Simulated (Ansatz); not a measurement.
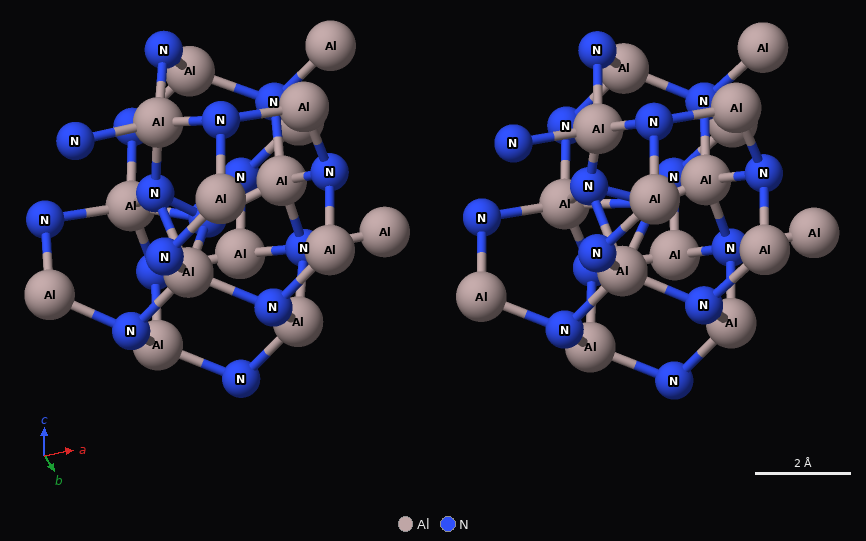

Two geometries of a defect cell of composition Al$_{48}$N$_{49}$ (cell charge −1), drawn at one scale. One is the start of a relaxation, the other its converged end. A ball-and-stick model of the atoms within 4.2 Å of the atom that moves most (axes of the cell of the calculation (origin shifted)), seen from a free direction.

Level of theory: Ansatz, DFT, PBEsol, PAW, plane waves. Set-up: plane-wave cutoff 420 eV; k-point mesh 1 × 1 × 1; mesh shifted by (0.25, 0.25, 0.25); no spin polarisation; atoms relaxed in a fixed cell; force threshold 0.03 eV/Å; at most 80 steps.

**Which one is relaxed?**

The left one is the relaxed one. The largest move is that of an N atom, 0.49 Å along [−2 1 −1]. By element the largest moves are N 0.49 Å, Al 0.24 Å. The cell doesn't change. Some distances before and after: Al–N 1.237 → 1.771 Å, Al–N 2.206 → 1.879 Å, Al–N 1.516 → 1.774 Å, Al–N 2.052 → 1.914 Å. Bond angles that change, for instance: Al–N–N 142.7° → 123.8°, Al–N–N 107.7° → 126.1°, Al–N–N 80.5° → 65.7°. The energy falls by 11.854 eV per cell of the calculation in 7 geometry steps. The largest force component goes from 44 to 0.012 eV/Å.

Limits of the set-up: the cell is charged, on a uniform background, and energies carry no finite-size correction.
